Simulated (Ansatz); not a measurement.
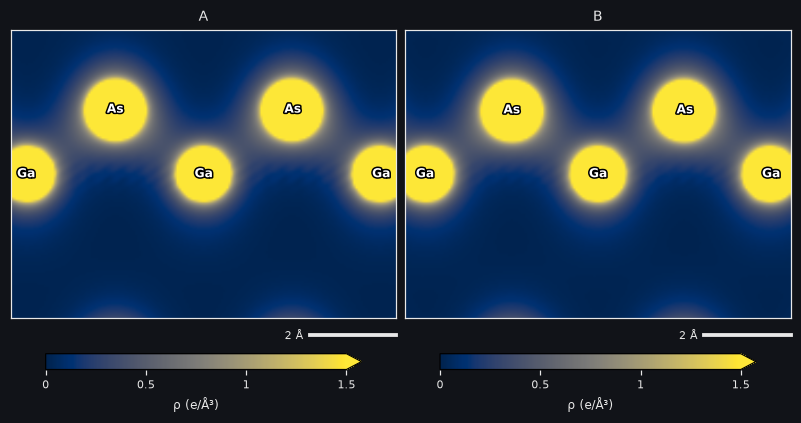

GaAs. The valence pseudo-density of two cells that differ in size and shape, on the (101̄) plane of each (indices in the axes of the calculation cell), at one length scale and on one colour scale; one has 23.9 and the other 25.5 Å³ an atom.

Theory: DFT, r2SCAN, plane waves, PAW in Ansatz.

The larger cell:

```
CELL_PARAMETERS angstrom
0.00000 2.99740 2.83309
2.99740 0.00000 2.83309
2.99740 2.99740 0.00000
ATOMIC_POSITIONS crystal
Ga 0.00000 0.00000 0.00000
As 0.25000 0.25000 0.25000
```

The smaller cell: a = 4.021 Å, b = 4.021 Å, c = 4.192 Å, α = 58.59°, β = 58.59°, γ = 62.82°.

> Which panel shows the smaller cell, and what does the compression change?

Panel B is the smaller cell, by 6 % in volume. From the larger cell to the smaller, Ga–As goes from 2.55 to 2.50 Å, and the density at its midpoint from 0.43 to 0.47 e/Å³; the pressure goes from −6 to −3.2 GPa.
